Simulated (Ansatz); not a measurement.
## Run report: AlAs, single-point calculation (part 1 of 2)

System: AlAs (slab, 20 atoms in the cell).
Method: DFT PBEsol, scalar-relativistic, plane waves, PAW, no spin polarisation (Ansatz 0.2.0).

The structure derives from an entry of the Crystallography Open Database. It belongs to a series of runs on one base structure; here: vacuum: 10. Figures and captions count atoms from 1; the log counts them from 0 in places.

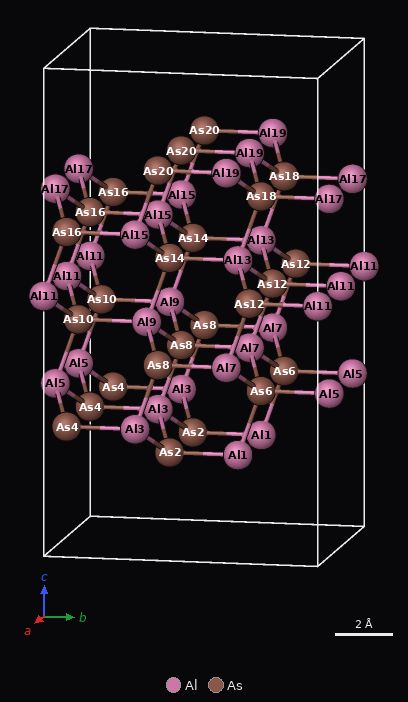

The structure as given in the input (ball-and-stick view of the 2 × 1 repeat of the cell, with the vacuum cut short, seen slightly off an axis; atoms are numbered from 1 in the order of the input). An atom can appear more than once, as a periodic image.

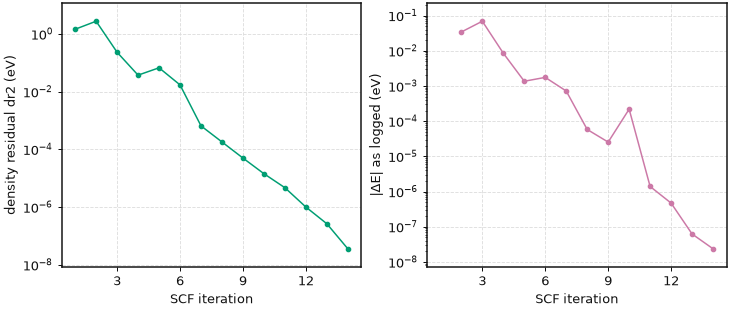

Convergence of the self-consistent field: density residual dr2 and size of the energy change against the SCF iteration. The residual falls almost steadily, with no more than small rises.

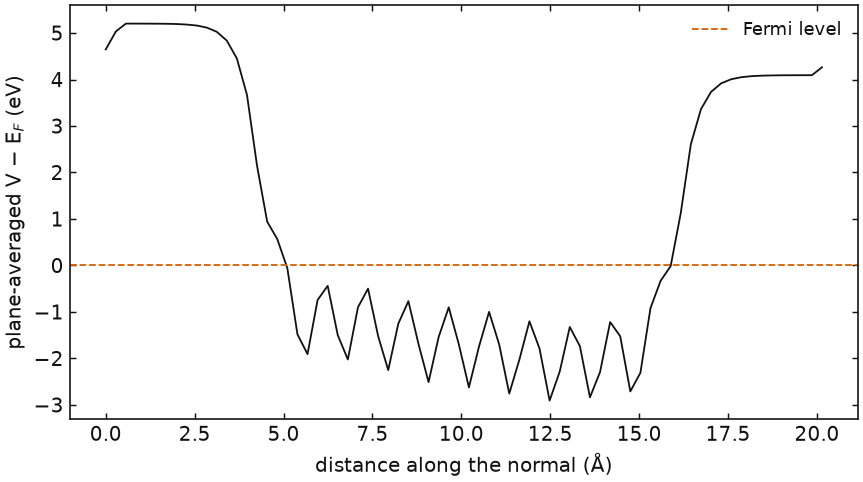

Plane average of the electrostatic potential energy of an electron across the cell, from the Fermi level. The vacuum level lies 4.09 eV above the Fermi level on the upper side and 5.20 eV on the lower.

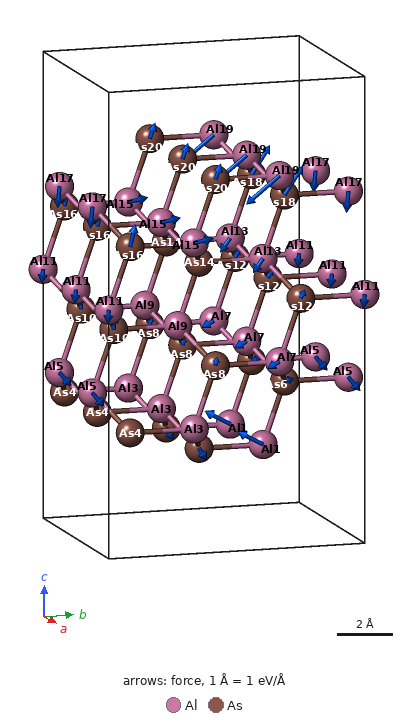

Forces on the atoms as blue arrows (ball-and-stick view of the 2 × 1 repeat of the cell, with the vacuum cut short, seen slightly off an axis; atoms are numbered from 1 in the order of the input); the smallest are left out. The largest act on Al19 (1.64 eV/Å); As18 (1.29 eV/Å); Al1 (1.13 eV/Å); As16 (0.87 eV/Å), among others. The geometry is not a stationary point of this energy.

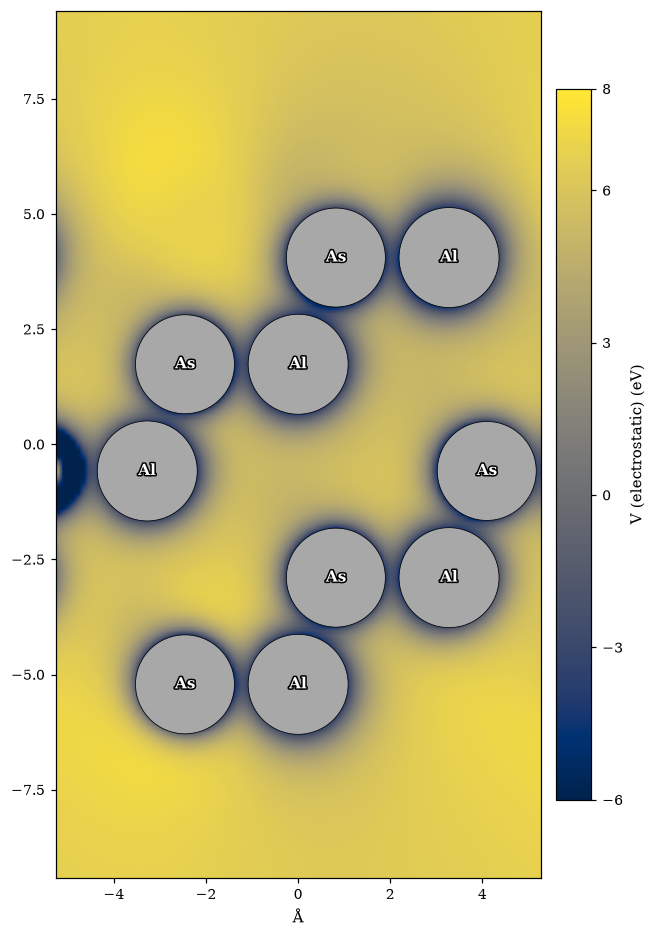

Electrostatic potential (local pseudopotential plus Hartree) felt by an electron on the (100) plane of the calculation cell, a cut from vacuum to vacuum. Grey discs, where drawn, cover atomic cores. Atoms in the plane: Al and As. The fields are those of the smooth PAW valence density.

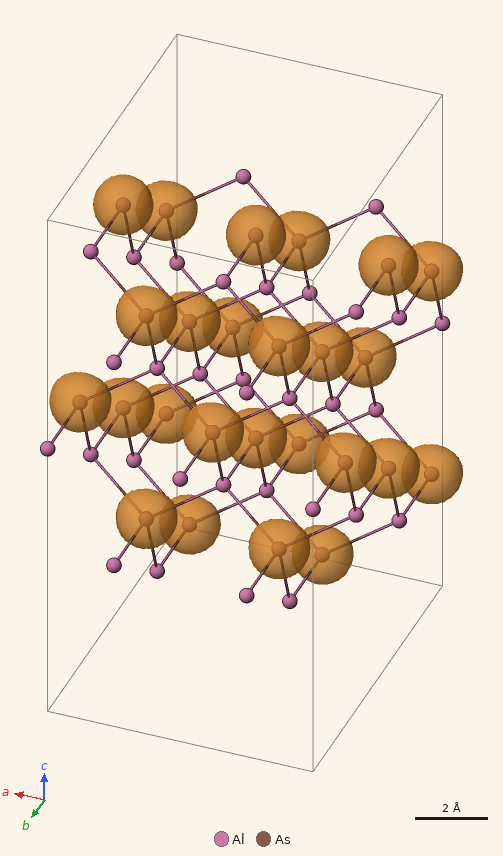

Isosurface of the valence electron density at 0.8 e/Å³ (orange), seen at an oblique angle. Sticks mark near contacts. At this value the density breaks into separate islands; it holds about 60 % of the electrons treated as valence. It is pinched off along the Al–As (2.46 Å) contacts. On the grid the lowest density along these lines, outside the cores, is 0.35 e/Å³ (Al–As, 2.46 Å).

The input and output of the run follow.

## Input file
```yaml
crystal:
  lattice:
    - [4.012545656, 0.0, 0.0]
    - [0.0, 9.8286894269, 0.0]
    - [0.0, 0.0, 20.4248994159]
  atoms:
    - { symbol: Al, position: [0.5, 0.6666666667, 0.2447992471] }
    - { symbol: As, position: [0.5, 0.4166666667, 0.2447992471] }
    - { symbol: Al, position: [0.0, 0.3333333333, 0.3015105256] }
    - { symbol: As, position: [0.0, 0.0833333333, 0.3015105256] }
    - { symbol: Al, position: [0.5, 0.0, 0.358221804] }
    - { symbol: As, position: [0.5, 0.75, 0.358221804] }
    - { symbol: Al, position: [0.0, 0.6666666667, 0.4149330824] }
    - { symbol: As, position: [0.0, 0.4166666667, 0.4149330824] }
    - { symbol: Al, position: [0.5, 0.3333333333, 0.4716443608] }
    - { symbol: As, position: [0.5, 0.0833333333, 0.4716443608] }
    - { symbol: Al, position: [0.0, 0.0, 0.5283556392] }
    - { symbol: As, position: [0.0, 0.75, 0.5283556392] }
    - { symbol: Al, position: [0.5, 0.6666666667, 0.5850669176] }
    - { symbol: As, position: [0.5, 0.4166666667, 0.5850669176] }
    - { symbol: Al, position: [0.0, 0.3333333333, 0.641778196] }
    - { symbol: As, position: [0.0, 0.0833333333, 0.641778196] }
    - { symbol: Al, position: [0.5, 0.0, 0.6984894744] }
    - { symbol: As, position: [0.5, 0.75, 0.6984894744] }
    - { symbol: Al, position: [0.0, 0.6666666667, 0.7552007529] }
    - { symbol: As, position: [0.0, 0.4166666667, 0.7552007529] }
basis:
  ecutwfc: 420
kpoints:
  mp_grid: { grid: [7, 3, 1] }
hamiltonian:
  xc: pbesol
scf:
  occupations: { method: gaussian, width: 0.05 }
output:
  forces: true
  stress: true
  eigenvalues: true
  write_density: true
  write_potential: true
  elf: true
  volumetric_format: npy
efield:
  axis: 3
  dipole_correction: true
  ramp_width: 0.04
```

Run as:
```bash
ansatz run input.yaml --threads 2 --pin off --max-ram 5120MiB --backend cpu --events-out ev --progress --plain --runs-dir out
```

## Log
```
Engine: ansatz 0.2.0, x86_64-unknown-linux-gnu
Pseudopotentials: kind: paw
Pseudopotential: Al, paw, valence charge 3, recommended cutoff 420 eV (normal), Al.paw.azcp
Pseudopotential: As, paw, valence charge 15, recommended cutoff 420 eV (normal), As.paw.azcp
Functional definition: PBEsol
  exchange = pbesol_x
  correlation = pbesol_c
Crystal: 20 atoms, lattice volume = 805.519 Å³
Basis set: ecut = 420 eV, 15797 PW (Γ), exchange–correlation on 54×144×288 points (8 copies of the dense FFT grid, shifted against one another)
Bands: 110, of which v1, the nominal top of the filled ones, is band 90 counted from 1 (89 counted from 0)
Symmetry: 2 space group operations
Space group: Pm (ITA 6), of the structure as read, at distance tolerance 9.3e-5 Å
k-points: 8 of 21 (time reversal used)
Non-local potential: Al, projectors of the file, l = 0: 2, l = 1: 2, l = 2: 1
Non-local potential: As, projectors of the file, l = 0: 2, l = 1: 2, l = 2: 3, l = 3: 1
PAW form: soft (Blöchl's): semilocal exchange-correlation on the pseudo side does not see the compensation charge
PAW frozen core: Al, regenerated for the run's functional, and the local potential with it (the file was generated under x = pbe(κ = 0.804, μ = 0.2195149727645171), c = pbe(β = 0.06672455060314922))
PAW frozen core: As, regenerated for the run's functional, and the local potential with it (the file was generated under x = pbe(κ = 0.804, μ = 0.2195149727645171), c = pbe(β = 0.06672455060314922))
PAW one-centre angular grid: Al, 110 points (default); XC on 64 Gauss nodes
PAW one-centre angular grid: As, 590 points (default); XC on 64 Gauss nodes
Initial density: superposition of atomic densities (neutral atoms: chi_scale 0, normalization atom), corrected by the library's trained network
Initial wavefunctions: pseudopotential atomic-orbital guess
Functional: x = pbesol(κ = 0.804, μ = 0.12345679012345678), c = pbesol(β = 0.046)
```
